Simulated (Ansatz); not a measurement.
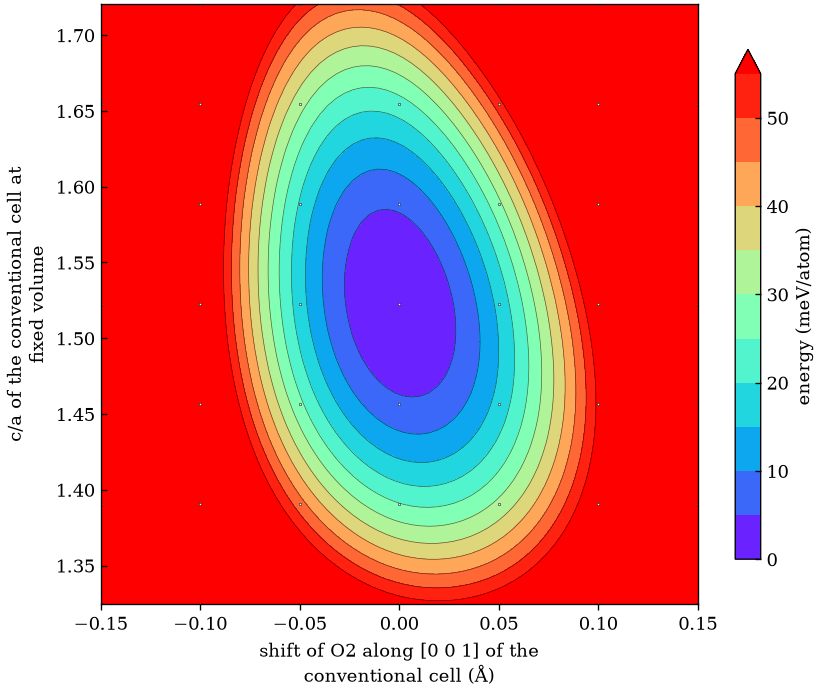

NiO₂ (P-3m1, No. 164; 3 atoms in the cell). 
- The energy is mapped over a free internal coordinate and the cell.
- The first coordinate is: shift of O2 along [0 0 1] of the conventional cell, Cartesian (0 0 1), its symmetry partners moved as symmetry demands (measured in the relaxed cell); the second: c/a of the conventional cell at fixed volume.
- Nothing is relaxed (all other coordinates fixed).
- The scan uses a 7 × 7 grid.
- Points are written as (first, second).
- Energies: meV/atom, counted from the lowest grid point.
- These are results of DFT LDA, scalar-relativistic, plane waves, PAW in Ansatz 0.2.0, not measurements. Settings: cutoff 520 eV, k-mesh 12×12×6 in the order of the run's cell vectors, gaussian smearing 0.05 eV, no spin polarisation.

In the figure: filled contours, dots at the grid points, one colour for all values above the top of the scale. Between grid points the surface is interpolated.

### Estimate the position of the minimum and the force constants in these coordinates.

The interpolated minimum is at the first coordinate ≈ 0.000 Å, the second coordinate ≈ 1.522. The curvatures there are about 41 eV/Å² and 8.3 eV, with a cross term of about 4.4 eV/Å (per cell of 3 atoms). Round the minimum the valley is somewhat tilted: raising the first coordinate shifts the best value of the second coordinate downwards (coupling k₁₂/√(k₁₁k₂₂) about 0.2).
